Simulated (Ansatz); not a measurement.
Consider BeS.

Input file:

```
crystal:
  lattice:
    - [0.0, 2.4343066366, 2.4917562732]
    - [2.4343066366, 0.0, 2.4917562732]
    - [2.4343066366, 2.4343066366, 0.0]
  atoms:
    - { symbol: Be, position: [0.0, 0.0, 0.0] }
    - { symbol: S, position: [0.25, 0.25, 0.25] }
kpoints:
  mp_grid: { grid: [6, 6, 6] }
  band_path:
    path:
      - [0.0, 0.0, 0.0]
      - [-0.5, -0.5, 0.0]
      - [-0.375, -0.375, 0.25]
      - [-0.375, 0.0, 0.375]
      - [0.0, 0.0, 0.5]
      - [-0.5, -0.25, 0.25]
      - [-0.0375, 0.0, 0.0375]
      - [0.0, 0.5, 0.5]
    npoints: 1
hamiltonian:
  xc: hse06
scf:
  occupations: { method: fixed }
  n_extra_bands: 4
output:
  forces: true
  stress: true
  eigenvalues: true
  write_density: true
  write_potential: true
  elf: true
  volumetric_format: npy
```

Run with:

```sh
ansatz run input.yaml --threads 4 --pin off --max-ram 3686MiB --backend cpu --events-out ev --progress --plain --runs-dir out
```

Below, planes, directions and counts refer to the conventional cell (a = 3.44 Å, b = 3.44 Å, c = 4.98 Å, α = 90.00°, β = 90.00°, γ = 90.00°).

Space group I-4m2; started from the measured structure prototype, which need not be the ambient phase; changed on purpose from its base cell (uniaxial z strain +2.4%); computed pressure about −3 GPa in this cell.

The calculation used DFT, HSE06, plane waves, PAW (Ansatz).

Q: What can the converged valence pseudo-density and electron localisation function tell about the bonding?

A: Be–S (2.12 Å): ρ is about 0.65 e/Å³ halfway; the ELF peaks at about 0.95 between the atoms; a shared but strongly polarised pair.

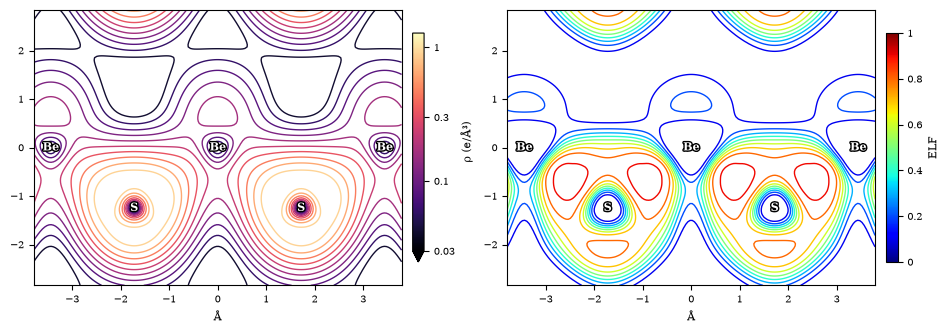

Computed valence pseudo-density and electron localisation function on the (100) plane of the conventional cell, in this order. 

In a PAW calculation such maps are meaningful between the atoms, not at the nuclei.
